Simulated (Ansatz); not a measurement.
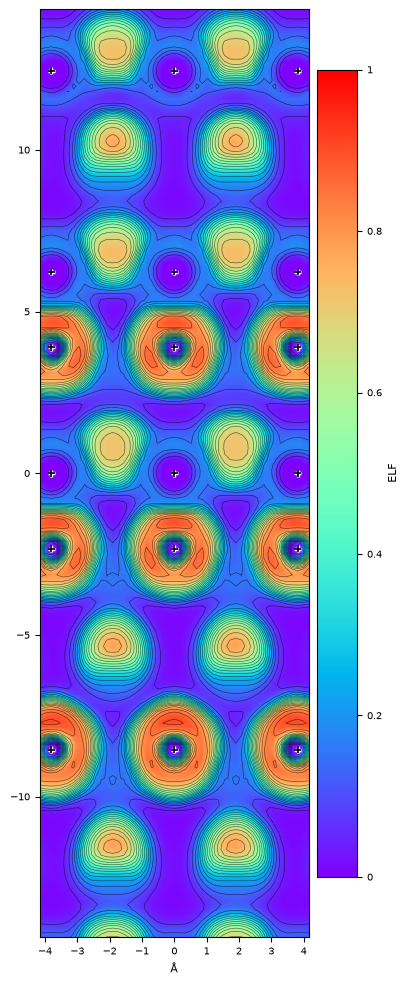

The ELF on a plane through atoms (crosses mark nuclei in the plane).

Theory: DFT r2SCAN, scalar-relativistic, plane waves, PAW (Ansatz 0.2.0).

Candidates:
A. AlN, a = 3.09 Å, b = 3.09 Å, c = 4.44 Å, α = 90.00°, β = 90.00°, γ = 90.00°. Space group I-4m2; a structure from a database of computed crystals, not necessarily the ambient phase; changed on purpose from its base cell (strain +0.000 along x and y, +0.015 along z, atoms carried along); computed pressure about −3 GPa in this cell.
B. ZnS, a = 3.81 Å, b = 3.81 Å, c = 28.00 Å, α = 90.00°, β = 90.00°, γ = 120.00°. Space group R3m; not relaxed (largest force 0.4 eV/Å).

**Which system is this?**

Candidate B: ZnS on the (100) plane of the conventional cell, which holds Zn and S. Zn–S (2.33 Å): the ELF peaks at about 0.90 in the valence shell of S, 0.8 Å from its nucleus, and is about 0.55 at the midpoint.
